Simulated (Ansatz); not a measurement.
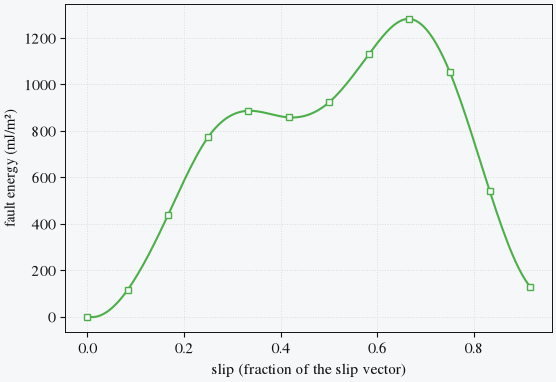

The plot gives the computed fault energy against slip for ZnS, space group P6_3mc (No. 186).

Structure:
```yaml
crystal:
  lattice:
    - [-3.84672, 0.00000, 0.00000]
    - [-1.92336, -3.33136, 0.00000]
    - [0.00000, 0.00000, 12.59023]
  atoms:
    - { symbol: Zn, position: [0.00000, 0.00000, 0.65625] }
    - { symbol: Zn, position: [0.00000, 0.00000, 0.15625] }
    - { symbol: Zn, position: [0.33333, 0.33333, 0.90622] }
    - { symbol: Zn, position: [0.66667, 0.66667, 0.40622] }
    - { symbol: S, position: [0.00000, 0.00000, 0.84349] }
    - { symbol: S, position: [0.00000, 0.00000, 0.34349] }
    - { symbol: S, position: [0.33333, 0.33333, 0.09384] }
    - { symbol: S, position: [0.66667, 0.66667, 0.59384] }
```

Computed with Ansatz 0.2.0: rigid slide of a crystal across a plane by tilting cell vector c, one fault a cell, unrelaxed, by plane-wave density functional theory with PAW datasets, free energies less that of the undisturbed cell; scalar-relativistic. Level: PBE, no spin polarisation.

| setting | value |
| --- | --- |
| wave cutoff | 420 eV |
| k mesh | 8×8×2 |
| occupations | Gaussian |
| smearing width | 0.05 eV |
| k shift | (0, 0, 0) (mesh steps) |
| start | relaxed |
| height of the cut | 0 (fraction of cell vector c) |
| slip vector | (1, 1) (multiples of cell vectors a and b) |

From this curve and the settings, what does the calculation give for the shear traction and gap on the k mesh at the same points?

The shear traction goes from 0.00 GPa at slip 0.0000 to −4.87 GPa at 0.9167, not monotonically, with a high of 6.82 GPa at 0.1667 and a low of −9.37 GPa at 0.8333. The gap on the k mesh stays open and runs from 2.049 eV at slip 0.0000 to 1.907 eV at 0.9167, with its least value, 1.059 eV, at 0.6667.

```
slip (fraction of the slip vector)  shear traction (GPa)  gap on the k mesh (eV)
                            0.0000                  0.00                   2.049
                            0.0833                  4.14                   1.955
                            0.1667                  6.82                   1.764
                            0.2500                  4.41                   1.519
                            0.3333                  0.00                   1.451
                            0.4167                 -0.20                   1.441
                            0.5000                  2.68                   1.358
                            0.5833                  4.23                   1.186
                            0.6667                  0.00                   1.059
                            0.7500                 -7.83                   1.253
                            0.8333                 -9.37                   1.629
                            0.9167                 -4.87                   1.907
```
